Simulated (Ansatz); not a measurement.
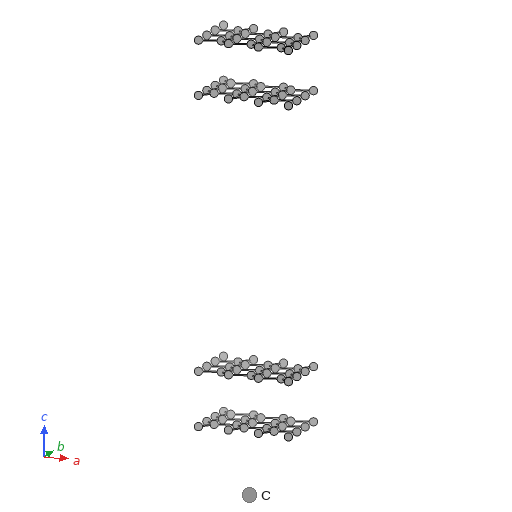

System: H on a slab of content C. The picture shows the clean slab (repeated in the plane, vacuum cut away).

Structure:
```
CELL_PARAMETERS angstrom
2.46527 0.00000 0.00000
-1.23263 2.13498 0.00000
0.00000 0.00000 44.32769
ATOMIC_POSITIONS crystal
C 0.00000 0.00000 0.19176
C 0.33333 0.66667 0.19175
C 0.00000 0.00000 0.26857
C 0.66667 0.33333 0.26858
C 0.33333 0.66667 0.73142
C 0.00000 0.00000 0.73143
C 0.00000 0.00000 0.80824
C 0.66667 0.33333 0.80825
```

Input of one of the runs behind the figure:
```
crystal:
  lattice:
    - [2.4652678656, 0.0, 0.0]
    - [-1.2326339328, 2.1349845987, 0.0]
    - [0.0, 0.0, 46.3276891475]
  atoms:
    - { symbol: C, position: [0.0, 0.0, 0.1834861472] }
    - { symbol: C, position: [0.3333333333, 0.6666666667, 0.1834755878] }
    - { symbol: C, position: [0.0, 0.0, 0.2569717592] }
    - { symbol: C, position: [0.6666666667, 0.3333333333, 0.2569823185] }
    - { symbol: C, position: [0.3333333333, 0.6666666667, 0.699846955] }
    - { symbol: C, position: [0.0, 0.0, 0.6998575143] }
    - { symbol: C, position: [0.0, 0.0, 0.7733431263] }
    - { symbol: C, position: [0.6666666667, 0.3333333333, 0.7733536856] }
    - { symbol: H, position: [0.3333333333, 0.6666666667, 0.7526317369] }
basis:
  ecutwfc: 420
kpoints:
  mp_grid: { grid: [12, 12, 1] }
hamiltonian:
  xc: pbe
  dispersion: d3bj
scf:
  occupations: { method: gaussian, width: 0.1 }
output:
  forces: true
  eigenvalues: true
  write_density: true
  write_potential: true
  elf: true
  volumetric_format: npy
relax:
  adjacent_minimum: "off"
  f_tol: 0.03
  max_steps: 70
  constraints: [{ sites: [0, 1, 2, 3] }]
efield:
  axis: 3
  dipole_correction: true
  ramp_width: 0.04
```

Launched with:
```bash
ansatz run input.yaml --threads 2 --pin off --max-ram 5120MiB --backend cpu --events-out ev --progress --plain --runs-dir out
```

Method: adsorption at several starting sites on a slab cut from the named crystal, one adsorbate a surface cell, the lower planes held, the adsorption energy counts from the clean slab and the free, spin-polarised adsorbate, negative where bound, plane waves with PAW datasets, Γ-centred k mesh (Ansatz 0.2.0). Level: PBE with D3(BJ), no spin polarisation.

- crystal formula: C
- crystal space group number: 164
- Miller index h: 0
- Miller index k: 0
- Miller index l: 1
- top plane: C
- bottom plane: C
- planes: 4
- surface cell: (1, 1)
- slab thickness as cut: 27.33 Å
- vacuum: 17 Å
- surface area: 5.263 Å²
- wave cutoff: 420 eV
- k mesh: 12×12×1
- occupations: Gaussian
- smearing width: 0.1 eV
- boundary: dipole corrected
- adsorbate: H

Sites are named by a rule of distances and placed in fractions of the cell vectors a and b; the slab's top layers relax too; key: 1 = top site at (0.67, 0.33); 2 = hollow site at (0.33, 0.67); 3 = bridge site at (0.83, 0.67).

What does the calculation give for the adsorption energy of each starting site?

The adsorbate slid sideways from no. 3 (by 0.6 Å). Among these starts the lowest is no. 3, at −0.424 eV; the next, no. 1, is 0.029 eV higher.

```json
{"starting site": "no. 1", "adsorption energy (eV)": "-0.395", "height over highest slab atom (Å)": "1.176", "lateral move (Å)": "0.00", "dipole change (e Å)": "0.000"}
{"starting site": "no. 2", "adsorption energy (eV)": "-0.372", "height over highest slab atom (Å)": "-2.577", "lateral move (Å)": "0.00", "dipole change (e Å)": "0.011"}
{"starting site": "no. 3", "adsorption energy (eV)": "-0.424", "height over highest slab atom (Å)": "1.173", "lateral move (Å)": "0.57", "dipole change (e Å)": "0.002"}
```

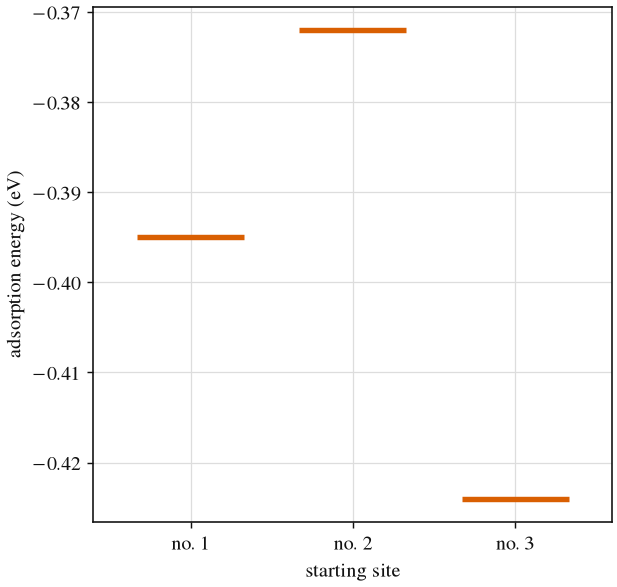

Caveats: open-shell adsorbate run without spin; in this field the vacuum level falls below the Fermi level; xc potential rough in thin density.
